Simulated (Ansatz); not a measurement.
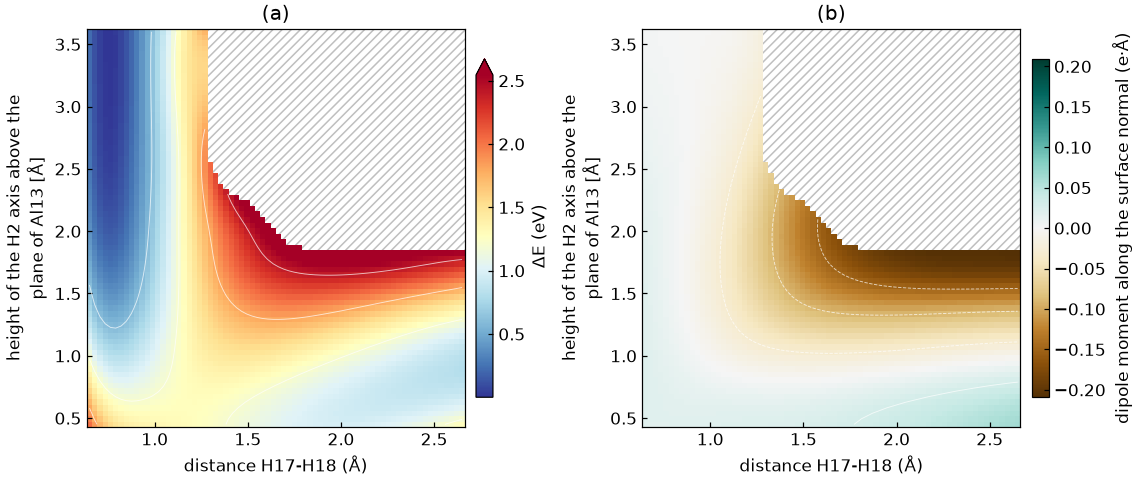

H₂ on an Al(110) slab cut from the Fm-3m phase, its upper half relaxed before the scan (16 atoms of substrate and one adsorbate in a 2 × 2 cell). 
- H2 lies flat over one site of a rigid substrate while its bond length and height are varied; it sits over a hollow of the top layer over the deeper atom Al9, heights counted from the top plane, its axis along the second surface vector.
- The first coordinate is: distance H17-H18; the second: height of the H2 axis above the plane of Al13.
- The grid has 8 × 9 points. At 15 points there is no value (left out: too close to the surface, or the stretched molecule far from it).
- Points are written as (first, second).
- All energies are given in eV relative to the lowest grid point.
- All numbers below come from Ansatz, DFT PBE, scalar-relativistic, plane waves, PAW. Settings: cutoff 420 eV, k-mesh 5×4×1, gaussian smearing 0.1 eV, no spin polarisation.

Panel (a) is the energy and panel (b) the computed dipole moment along the surface normal on the same grid.

Drawn: a smooth colour map with a few white contour lines, one colour for all values above the top of the scale, hatched blanks where no value was computed. Between grid points the surface is interpolated.

How does the dipole moment along the surface normal vary over the map, and what is it at the lowest grid point?

Answer. Leaving out the highest fifth of the energies, it runs from −0.11 e·Å at (2.650 Å, 1.41 Å) to 0.06 e·Å at (2.650 Å, 0.45 Å). At the lowest grid point, (0.750 Å, 3.60 Å), it is 0.00 e·Å. That point lies on the edge of the scan.

| second ↓, first → | 0.650 | 0.750 | 0.919 | 1.181 | 1.495 | 1.849 | 2.235 | 2.650 |
| --- | --- | --- | --- | --- | --- | --- | --- | --- |
| 3.60 | 0.00 | 0.00 | 0.00 | −0.01 | – | – | – | – |
| 3.00 | 0.01 | 0.00 | 0.00 | −0.02 | – | – | – | – |
| 2.60 | 0.01 | 0.01 | 0.00 | −0.03 | – | – | – | – |
| 2.05 | 0.02 | 0.01 | −0.01 | −0.05 | −0.13 | – | – | – |
| 1.73 | 0.02 | 0.01 | −0.01 | −0.05 | −0.12 | −0.18 | −0.20 | −0.20 |
| 1.41 | 0.02 | 0.01 | −0.01 | −0.05 | −0.09 | −0.11 | −0.11 | −0.11 |
| 1.09 | 0.02 | 0.01 | 0.00 | −0.02 | −0.04 | −0.04 | −0.03 | −0.03 |
| 0.77 | 0.02 | 0.02 | 0.01 | 0.00 | 0.00 | 0.01 | 0.02 | 0.03 |
| 0.45 | 0.02 | 0.02 | 0.02 | 0.02 | 0.02 | 0.03 | 0.05 | 0.06 |

PAW datasets: the set soft_1.
